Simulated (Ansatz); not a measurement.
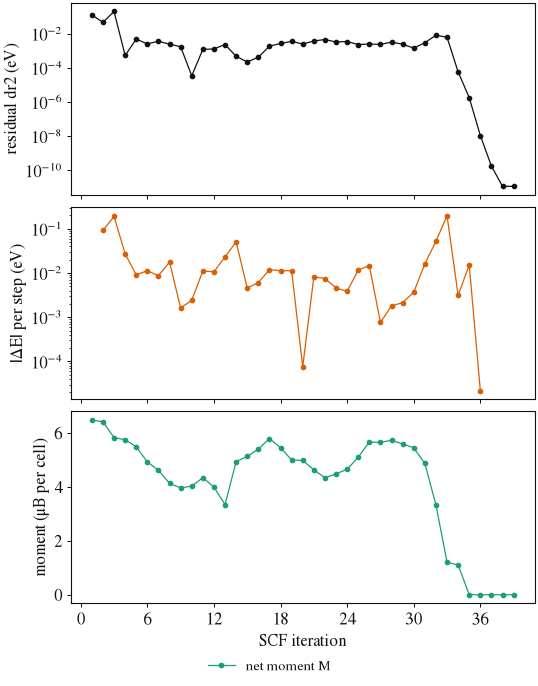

The plot shows the SCF iterations of a calculation: density residual dr2, step-to-step change of the Harris–Foulkes energy, magnetic moments. Energy differences below 3 × 10⁻⁶ eV aren't drawn. dr2 is the charge part; the magnetisation has a residual of its own.

Program: Ansatz.

```
crystal:
  lattice:
    - [2.6624783745, 0.0, 0.0]
    - [-1.3312391873, 2.3057739094, 0.0]
    - [0.0, 0.0, 4.3087972953]
  atoms:
    - { symbol: Mn, position: [0.3333333333, 0.6666666667, 0.25], spin: 4.0 }
    - { symbol: Mn, position: [0.6666666667, 0.3333333333, 0.75], spin: 4.0 }
basis:
  ecutwfc: 420
kpoints:
  mp_grid: { grid: [6, 6, 4] }
hamiltonian:
  xc: pbe
scf:
  occupations: { method: gaussian, width: 0.1 }
  lower_state_search: "off"
output:
  forces: true
  stress: true
  eigenvalues: true
  populations: true
magnetization:
  spin_polarized: true
```

Command:
```bash
ansatz run input.yaml --threads 1 --pin off --max-ram 2560MiB --backend cpu --events-out ev --progress --plain --runs-dir out
```

### How did this run end?

The run converged; it took 39 iterations. Up to iteration 32 density mixing fails to converge: the residual wanders between about 1.4 × 10⁻³ and 8 × 10⁻³ over the last 11 steps, with no lasting fall. After iteration 32 the program gave up density mixing and went on by direct minimisation of the free energy, which closed the SCF.

### Read the residual at the first and at the last step drawn.

It starts near 0.1 and ends near 10⁻¹¹ eV.

### How do the moments develop?

The net moment doesn't settle. Over the last points it still swings between 0.0 and 1.1 μB per cell.
